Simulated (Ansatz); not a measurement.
**Cu: geometry relaxation (part 3 of 3)**

Cu (slab, 16 atoms in the cell); DFT PBE, scalar-relativistic, plane waves, PAW, no spin polarisation (Ansatz 0.2.0); cutoff 420 eV, 6×6×1 k-mesh, Gaussian smearing of 0.1 eV. The structure derives from an entry of the Crystallography Open Database. The input holds or restrains some coordinates. Forces given for the steps count only the free coordinates.

Geometry of the input (Å; fractional positions):
```
5.1332  0.0000  0.0000
-2.5666  4.4455  0.0000
0.0000  0.0000  23.2869
Cu 0.3333  0.1667  0.3650
Cu 0.3333  0.6667  0.3650
Cu 0.8333  0.1667  0.3650
Cu 0.8333  0.6667  0.3650
Cu 0.6667  0.3333  0.4550
Cu 0.6667  0.8333  0.4550
Cu 0.1667  0.3333  0.4550
Cu 0.1667  0.8333  0.4550
Cu -0.0000  0.5000  0.5450
Cu 0.0000  0.0000  0.5450
Cu 0.5000  0.5000  0.5450
Cu 0.5000  0.0000  0.5450
Cu 0.3333  0.6667  0.6350
Cu 0.3333  0.1667  0.6350
Cu 0.8333  0.6667  0.6350
Cu 0.8333  0.1667  0.6350
```

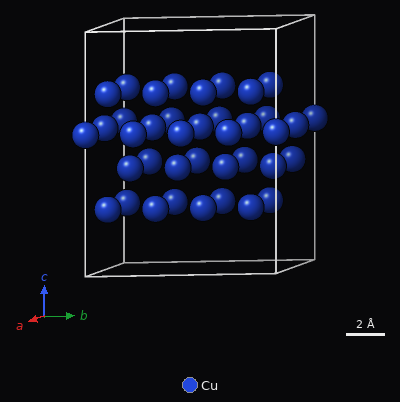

The geometry at step 2 of the log (spheres-only view of the 1 × 2 repeat of the cell, with the vacuum cut short, seen slightly off an axis).

## Output, continued
```
  k-point 2: bands = ["-109.5741", "-109.5694", "-109.5670", "-109.5670", "-109.5600", "-109.5561", "-109.5542", "-109.5542", "-109.3459", "-109.3416", "-109.3395", "-109.3395", "-109.3311", "-109.3268", "-109.3247", "-109.3247", "-66.9861", "-66.9776", "-66.9752", "-66.9752", "-66.9712", "-66.9712", "-66.9632", "-66.9461", "-66.9461", "-66.9394", "-66.9366", "-66.9358", "-66.9358", "-66.9287", "-66.9247", "-66.9247", "-66.9147", "-66.9146", "-66.9123", "-66.9123", "-66.9038", "-66.9033", "-66.8979", "-66.8888",
      "-66.7786", "-66.7786", "-66.7692", "-66.7662", "-66.7662", "-66.7567", "-66.7410", "-66.7410", "-66.7310", "-66.7284", "-66.7284", "-66.7264", "-66.7184", "-66.7166", "-66.7138", "-66.7040", "-66.6628", "-66.6591", "-66.6572", "-66.6572", "-66.6443", "-66.6403", "-66.6384", "-66.6384", "-5.0887", "-3.8385", "-2.9349", "-2.2672", "-2.1452", "-1.6823", "-1.6823", "-1.5744", "-1.4648", "-1.4648", "-1.4297", "-1.1496", "-1.1496", "-1.1053", "-1.0370", "-1.0370",
      "-0.8911", "-0.7977", "-0.7977", "-0.6273", "-0.6273", "-0.6092", "-0.4191", "-0.4191", "-0.4140", "-0.2814", "-0.2574", "-0.2086", "-0.1503", "-0.1503", "-0.0970", "-0.0421", "-0.0421", "0.0736", "0.1031", "0.1265", "0.1326", "0.1712", "0.1712", "0.2005", "0.2443", "0.2867", "0.2867", "0.3213", "0.3235", "0.3435", "0.4918", "0.4918", "0.5008", "0.5733", "0.5733", "0.5829", "0.5836", "0.6058", "0.6209", "0.6975",
      "0.6975", "0.7183", "0.7676", "0.7892", "0.9179", "0.9495", "0.9665", "0.9665", "0.9872", "1.0584", "1.0584", "1.0805", "1.1133", "1.1133", "1.1271", "1.2100", "1.2415", "1.2444", "1.2651", "1.2987", "1.3199", "1.3199", "1.4150", "1.4248", "1.4248", "1.4467", "1.4894", "1.5090", "1.5090", "2.5931", "2.8155", "2.8155", "2.9187", "3.4175", "3.4175", "4.4176", "4.7957", "4.7957", "4.9450", "6.6700",
      "6.6700", "7.4345", "7.8953", "8.0477", "8.0477", "8.2301", "8.9341", "8.9341", "9.2162", "9.4591", "9.7137", "9.8996", "9.8996", "10.3006", "10.8133", "11.0235", "11.0235", "11.2360", "11.3868", "11.4391", "11.7356", "12.0327", "12.0546"]
  k-point 6: bands = ["-109.5706", "-109.5706", "-109.5706", "-109.5658", "-109.5571", "-109.5571", "-109.5571", "-109.5532", "-109.3427", "-109.3427", "-109.3427", "-109.3384", "-109.3279", "-109.3279", "-109.3279", "-109.3236", "-66.9787", "-66.9787", "-66.9787", "-66.9680", "-66.9639", "-66.9570", "-66.9512", "-66.9512", "-66.9512", "-66.9369", "-66.9327", "-66.9327", "-66.9327", "-66.9314", "-66.9301", "-66.9240", "-66.9240", "-66.9240", "-66.9129", "-66.9129", "-66.9129", "-66.8999", "-66.8999", "-66.8999",
      "-66.7663", "-66.7655", "-66.7561", "-66.7561", "-66.7561", "-66.7537", "-66.7530", "-66.7436", "-66.7436", "-66.7436", "-66.7276", "-66.7276", "-66.7276", "-66.7149", "-66.7149", "-66.7149", "-66.6600", "-66.6600", "-66.6600", "-66.6562", "-66.6413", "-66.6413", "-66.6413", "-66.6374", "-3.5278", "-3.5278", "-3.5278", "-2.4840", "-2.4840", "-2.4840", "-1.3664", "-1.3664", "-1.3664", "-0.9704", "-0.9482", "-0.9213", "-0.8900", "-0.8900", "-0.8900", "-0.8319",
      "-0.7785", "-0.6849", "-0.6521", "-0.6521", "-0.6521", "-0.5409", "-0.5127", "-0.5127", "-0.5127", "-0.4400", "-0.4400", "-0.4400", "-0.1781", "-0.1781", "-0.1781", "-0.1561", "-0.1446", "-0.1068", "-0.1068", "-0.1068", "-0.0768", "-0.0768", "-0.0768", "0.0653", "0.0653", "0.0653", "0.2089", "0.2198", "0.2584", "0.2729", "0.3649", "0.3649", "0.3649", "0.4234", "0.4234", "0.4234", "0.6107", "0.6107", "0.6107", "0.6798",
      "0.6798", "0.6798", "0.7237", "0.8437", "0.8437", "0.8437", "0.8651", "0.8769", "1.0515", "1.0515", "1.0515", "1.1402", "1.1402", "1.1402", "1.2049", "1.2169", "1.2169", "1.2169", "1.3217", "1.3217", "1.3217", "1.3222", "1.3228", "1.3235", "1.3328", "1.3328", "1.3328", "1.3644", "1.3644", "1.3644", "2.3146", "2.3146", "2.3146", "4.3831", "4.3831", "4.3831", "6.3178", "6.5569", "6.5710", "6.5785",
      "6.5785", "6.5785", "7.3332", "7.3494", "8.0977", "9.1828", "9.2071", "9.3367", "9.3367", "9.3367", "9.9264", "9.9264", "9.9264", "10.3214", "10.8919", "10.8919", "10.8919", "10.9844", "10.9844", "10.9844", "11.1579", "12.5578", "12.5921"]
--- Relaxed structure (3 steps of the walk, 3 accepted, 0 SCFs on fresh bases) ---
  F+E_penalty+E_count = -105999.04301576 eV   max|allowed force component| = 2.872e-3 eV/Å
  atoms:
    - { symbol: Cu, position: [0.3333333333333334, 0.16666666666666666, 0.3650119567000001] }
    - { symbol: Cu, position: [0.33333333333333337, 0.6666666666666667, 0.3650119567000001] }
    - { symbol: Cu, position: [0.8333333333333336, 0.16666666666666666, 0.3650119567000001] }
    - { symbol: Cu, position: [0.8333333333333336, 0.6666666666666667, 0.3650119567000001] }
    - { symbol: Cu, position: [0.6666666666666667, 0.33333333333333337, 0.45500398560000005] }
    - { symbol: Cu, position: [0.6666666666666667, 0.8333333333333334, 0.45500398560000005] }
    - { symbol: Cu, position: [0.16666666666666669, 0.3333333333333334, 0.45500398560000005] }
    - { symbol: Cu, position: [0.16666666666666666, 0.8333333333333335, 0.45500398560000005] }
    - { symbol: Cu, position: [0.0, 0.5000000000000001, 0.54368082121424] }
    - { symbol: Cu, position: [5.340811801808262e-18, 1.0629140747979975e-17, 0.54368082121424] }
    - { symbol: Cu, position: [0.5, 0.5000000000000001, 0.54368082121424] }
    - { symbol: Cu, position: [0.5000000000000001, 1.0629140748283571e-17, 0.54368082121424] }
    - { symbol: Cu, position: [0.33333333333333337, 0.6666666666666667, 0.632413367749331] }
    - { symbol: Cu, position: [0.3333333333333334, 0.16666666666666666, 0.632413367749331] }
    - { symbol: Cu, position: [0.8333333333333336, 0.6666666666666667, 0.632413367749331] }
    - { symbol: Cu, position: [0.8333333333333336, 0.16666666666666666, 0.632413367749331] }
```

## Trajectory as extended XYZ (Å, eV, eV/Å), 3 frames, from step=1 to step=3
```
16
Lattice="5.1332 0.0000 0.0000 -2.5666 4.4455 0.0000 0.0000 0.0000 23.2869" Properties=species:S:1:pos:R:3:forces:R:3 step=1 energy=-105999.02958
Cu    1.2833    0.7409    8.5000    0.0000   0.0000   0.1050
Cu    0.0000    2.9637    8.5000    0.0000   0.0000   0.1050
Cu    3.8499    0.7409    8.5000    0.0000   0.0000   0.1050
Cu    2.5666    2.9637    8.5000    0.0000   0.0000   0.1050
Cu    2.5666    1.4818   10.5956    0.0000   0.0000   0.0148
Cu    1.2833    3.7046   10.5956    0.0000   0.0000   0.0148
Cu    0.0000    1.4818   10.5956    0.0000   0.0000   0.0148
Cu   -1.2833    3.7046   10.5956    0.0000   0.0000   0.0148
Cu   -1.2833    2.2228   12.6913    0.0000   0.0000  -0.0148
Cu    0.0000    0.0000   12.6913    0.0000   0.0000  -0.0148
Cu    1.2833    2.2228   12.6913    0.0000   0.0000  -0.0148
Cu    2.5666    0.0000   12.6913    0.0000   0.0000  -0.0148
Cu    0.0000    2.9637   14.7869    0.0000   0.0000  -0.1050
Cu    1.2833    0.7409   14.7869    0.0000   0.0000  -0.1050
Cu    2.5666    2.9637   14.7869    0.0000   0.0000  -0.1050
Cu    3.8499    0.7409   14.7869    0.0000   0.0000  -0.1050
16
Lattice="5.1332 0.0000 0.0000 -2.5666 4.4455 0.0000 0.0000 0.0000 23.2869" Properties=species:S:1:pos:R:3:forces:R:3 step=2 energy=-105999.03834
Cu    1.2833    0.7409    8.5000    0.0000   0.0000   0.1033
Cu    0.0000    2.9637    8.5000    0.0000   0.0000   0.1033
Cu    3.8499    0.7409    8.5000    0.0000   0.0000   0.1033
Cu    2.5666    2.9637    8.5000    0.0000   0.0000   0.1033
Cu    2.5666    1.4818   10.5956    0.0000   0.0000  -0.0330
Cu    1.2833    3.7046   10.5956    0.0000   0.0000  -0.0330
Cu    0.0000    1.4818   10.5956    0.0000   0.0000  -0.0330
Cu   -1.2833    3.7046   10.5956    0.0000   0.0000  -0.0330
Cu   -1.2833    2.2228   12.6784    0.0000   0.0000  -0.0055
Cu    0.0000    0.0000   12.6784    0.0000   0.0000  -0.0055
Cu    1.2833    2.2228   12.6784    0.0000   0.0000  -0.0055
Cu    2.5666    0.0000   12.6784    0.0000   0.0000  -0.0055
Cu    0.0000    2.9637   14.7627    0.0000   0.0000  -0.0649
Cu    1.2833    0.7409   14.7627    0.0000   0.0000  -0.0649
Cu    2.5666    2.9637   14.7627    0.0000   0.0000  -0.0649
Cu    3.8499    0.7409   14.7627    0.0000   0.0000  -0.0649
16
Lattice="5.1332 0.0000 0.0000 -2.5666 4.4455 0.0000 0.0000 0.0000 23.2869" Properties=species:S:1:pos:R:3:forces:R:3 step=3 energy=-105999.04302
Cu    1.2833    0.7409    8.5000    0.0000   0.0000   0.1005
Cu    0.0000    2.9637    8.5000    0.0000   0.0000   0.1005
Cu    3.8499    0.7409    8.5000    0.0000   0.0000   0.1005
Cu    2.5666    2.9637    8.5000    0.0000   0.0000   0.1005
Cu    2.5666    1.4818   10.5956    0.0000   0.0000  -0.1037
Cu    1.2833    3.7046   10.5956    0.0000   0.0000  -0.1037
Cu    0.0000    1.4818   10.5956    0.0000   0.0000  -0.1037
Cu   -1.2833    3.7046   10.5956    0.0000   0.0000  -0.1037
Cu   -1.2833    2.2228   12.6606    0.0000   0.0000   0.0003
Cu    0.0000    0.0000   12.6606    0.0000   0.0000   0.0003
Cu    1.2833    2.2228   12.6606    0.0000   0.0000   0.0003
Cu    2.5666    0.0000   12.6606    0.0000   0.0000   0.0003
Cu    0.0000    2.9637   14.7270    0.0000   0.0000   0.0029
Cu    1.2833    0.7409   14.7270    0.0000   0.0000   0.0029
Cu    2.5666    2.9637   14.7270    0.0000   0.0000   0.0029
Cu    3.8499    0.7409   14.7270    0.0000   0.0000   0.0029
```

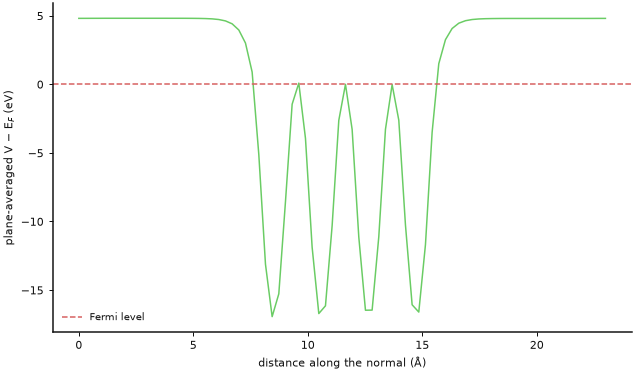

Plane average of the electrostatic potential energy of an electron across the cell, from the Fermi level. The vacuum level lies 4.80 eV above the Fermi level.

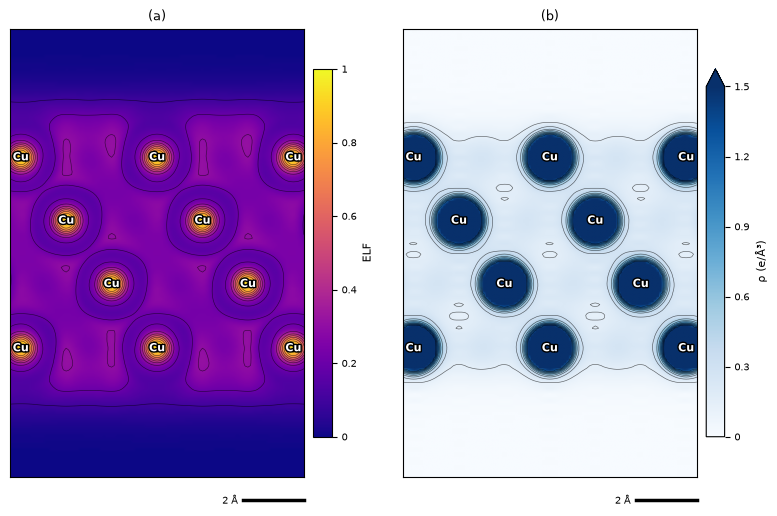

(a) ELF; (b) valence electron density on the (110) plane of the calculation cell, a cut from vacuum to vacuum. The section cuts through Cu sites. Cu–Cu (2.57 Å): ρ at the midpoint is about 0.26 e/Å³; the ELF is about 0.20 at the midpoint (no localised pair between them). The density dies away to nearly zero in the vacuum. The strong features right at Cu lie inside the PAW spheres (semicore, d or f shells) and say nothing about bonding. In a PAW calculation such maps are meaningful between the atoms, not at the nuclei.

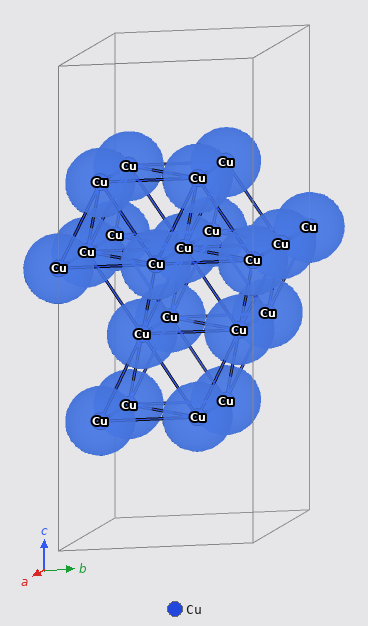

Isosurface of the valence charge density (pseudo) at 0.6 e/Å³ (blue), seen slightly off an axis. Sticks mark near contacts. At this value the density breaks into separate islands; it holds about 85 % of the electrons treated as valence (semicore included). It is pinched off along the Cu–Cu (2.54 Å) contacts. On the grid the lowest density along these lines, outside the cores, is 0.28 e/Å³ (Cu–Cu, 2.54 Å).
